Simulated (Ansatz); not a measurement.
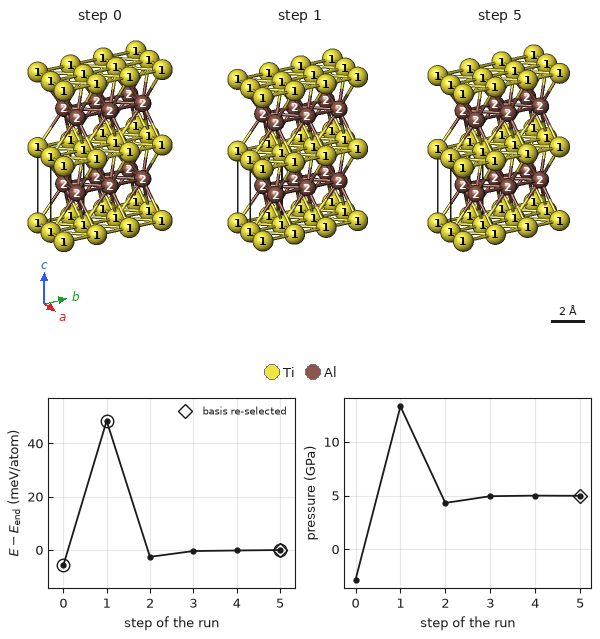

Frames of a relaxation of a crystal of TiAl (set up in P-6m2), marked on the history of the run. Style: ball-and-stick. Shown: the cell of the calculation, repeated 2 × 3 × 2 with one cell outlined, slightly off an axis.

The run lets cell and atoms move.

Computed with Kohn-Sham DFT of a periodic cell, PBEsol, Ansatz PAW in Ansatz 0.2.0.

The input:
```yaml
crystal:
  lattice:
    - [2.8672622327, 0.0, 0.0]
    - [-1.4336311163, 2.4831219328, 0.0]
    - [0.0, 0.0, 4.678083]
  atoms:
    - { symbol: Ti, position: [0.0, 0.0, 0.0] }
    - { symbol: Al, position: [0.3333333333, 0.6666666667, 0.5] }
hamiltonian:
  xc: pbesol
  pseudopotentials: { kind: paw }
kpoints:
  mp_grid: { grid: [11, 11, 6] }
scf:
  occupations: { method: fermi_dirac, width: 0.05 }
output:
  forces: true
  stress: true
  eigenvalues: true
  write_density: true
  write_potential: true
  elf: true
  volumetric_format: npy
relax:
  f_tol: 0.01
  max_steps: 40
  cell: { stress_tol: 0.05, p_target: 5.0 }
```

Launched with:
```bash
ansatz run input.yaml --threads 2 --pin off --max-ram 5632MiB --backend cpu --events-out ev --progress --plain --runs-dir out
```

Describe the path.

The energy rises by 5.8 meV per atom in 4 accepted moves (5 points after the start). With the target pressure of 5 GPa, the enthalpy E + pV changes by −28.3 meV per atom. All forces vanish by symmetry, so only the cell relaxes. The pressure goes from −2.84 to 4.98 GPa. The SCF was repeated once at an unchanged geometry on a basis and grid sized afresh for the cell, which shifted the energy by 0.2 meV per atom at most. No atom moves by more than 0.005 Å relative to the cell. Cell: a = b 2.867 → 2.805 Å (−2.2 %), c 4.678 → 4.568 Å (−2.3 %). Volume −6.6 %. Some distances before and after: Ti1–Al2 2.866 → 2.800 Å, Al2–Al2 2.867 → 2.805 Å, Ti1–Ti1 2.867 → 2.805 Å. The space group stays P-6m2 (No. 187). From step 0 to 1: volume −11.7 %, energy +54.2 meV per atom. From step 1 to 5: volume +5.8 %, energy −48.5 meV per atom.
